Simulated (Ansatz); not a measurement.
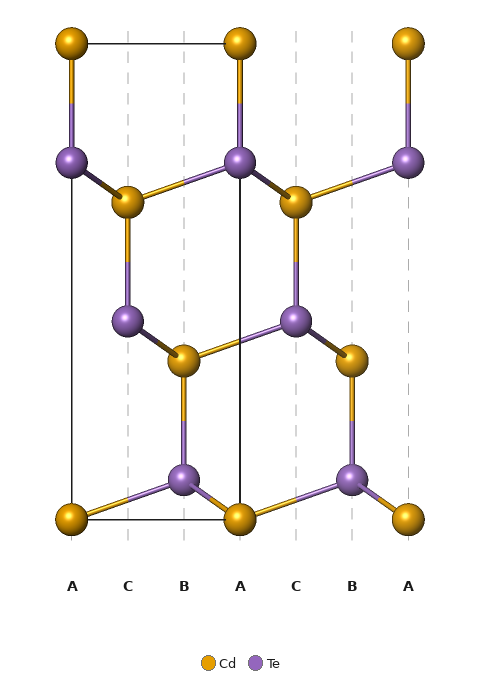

The picture looks along a close-packed row of the hexagonal mesh; [111] points upwards. The dashed lines mark the three columns A (0, 0), B (1/3, 2/3) and C (2/3, 1/3). The box is the hexagonal cell of the face-centred cubic lattice. The sequence starts with the first layer at or above the cell's origin.

The compound is CdTe (space group F-43m, No. 216), taken as the end point of a relaxation with Ansatz 0.2.0, DFT PBEsol, scalar-relativistic, plane waves, PAW.

Q: List the layers of one repeat.

A: Cd(A) – Te(B) – Cd(B) – Te(C) – Cd(C) – Te(A) (six layers in 11.24 Å).

Q: How are the Te layers alone stacked?

A: Te layers alone: BCA, the cubic close-packed type.

Q: Which positions between or in the Te layers do the other atoms fill?

A: Cd: three tetrahedral sites, counted in one hexagonal cell.

Q: What short polytype symbol fits?

A: Polytype symbol 3C, the symbol of a tetrahedral polytype (number of double layers in the repeat and lattice).

Heights of the layers:

```json
{"layer": "1", "atoms (column)": "Cd(A)", "height (Å)": "0.00", "to next (Å)": "0.94"}
{"layer": "2", "atoms (column)": "Te(B)", "height (Å)": "0.94", "to next (Å)": "2.81"}
{"layer": "3", "atoms (column)": "Cd(B)", "height (Å)": "3.75", "to next (Å)": "0.94"}
{"layer": "4", "atoms (column)": "Te(C)", "height (Å)": "4.68", "to next (Å)": "2.81"}
{"layer": "5", "atoms (column)": "Cd(C)", "height (Å)": "7.49", "to next (Å)": "0.94"}
{"layer": "6", "atoms (column)": "Te(A)", "height (Å)": "8.43", "to next (Å)": "2.81"}
```
